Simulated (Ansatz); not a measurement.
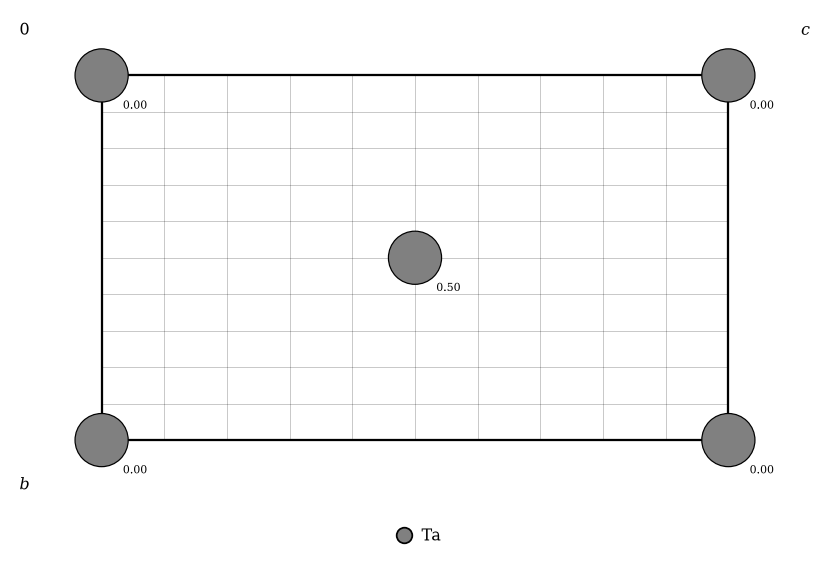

Plan of a unit cell projected along a (b down the page, c across); the numbers are heights as fractions of a, and atoms on the cell's edges are repeated. The grid marks tenths of b and c. Source: coordinates from a relaxation with Ansatz, DFT PBEsol, scalar-relativistic, plane waves, PAW; the starting structure was generated, so it need not be a known form of this composition. Symmetry computed with spglib at a tolerance of 0.002 Å; standard conventional cell.

a = 2.755 Å, b = 2.755 Å, c = 4.736 Å, α = 90.00°, β = 90.00°, γ = 90.00°.

### What does the cell contain?

2 Ta: Ta, Z = 2.

### Which space group?

No. 139, I4/mmm, body-centred tetragonal.

### Give the independent sites, coordinates to two places.

```json
{"atom": "Ta", "site": "2a", "symmetry": "4/mmm", "x": "0.00", "y": "0.00", "z": "0.00"}
```
